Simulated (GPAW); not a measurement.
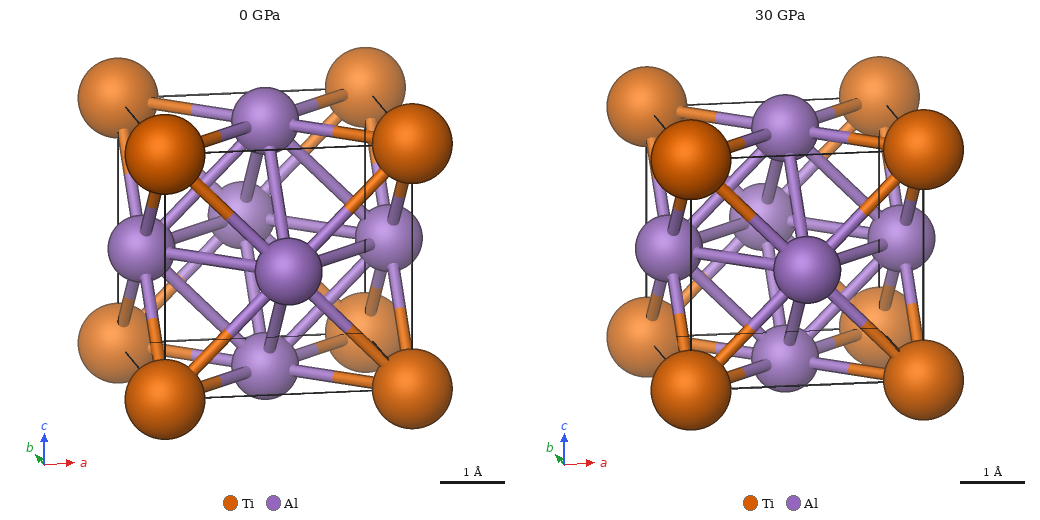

TiAl3, Cu₃Au (L1₂) type, space group Pm-3m (No. 221), relaxed (cell and atoms) under a series of hydrostatic pressures; the conventional cell is drawn at the lowest and the highest, to one scale (sticks follow a distance rule). The start was a structure listed in the Materials Project. It needn't be the stable form of this composition.

Alike in all runs: GPAW 26.7.0; functional PBEsol; potentials PAW data sets generated in the run's folder for this functional; cutoff 600 eV; k mesh 7 × 7 × 7 on the run's cell of 4 atoms; occupations fermi-dirac, width 0.05 eV; no spin polarisation; no spin-orbit coupling.

```tsv
pressure (GPa)	volume (Å³/atom)	a (Å)
0.0	15.411	3.950
2.0	15.143	3.927
5.0	14.795	3.897
10.0	14.285	3.852
20.0	?	?
30.2	12.806	3.714
```

What equation of state do the given rows imply, and what volume does it predict for the missing row?

The fit gives V0 = 15.41 Å³/atom, B0 = 113 GPa and B0′ = 4.0, which puts the volume at 20.0 GPa at 13.46 Å³/atom. The run gave volume 13.460 Å³/atom; a 3.776 Å.

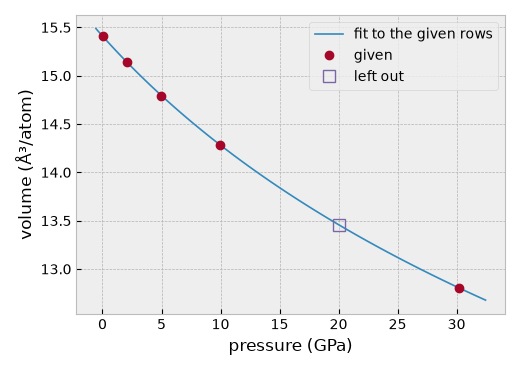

Volume against pressure, with the fit. The structure was kept in its own symmetry, so a change to another phase within this range wouldn't be seen.

Caveat: later steps reuse the first step's grids.
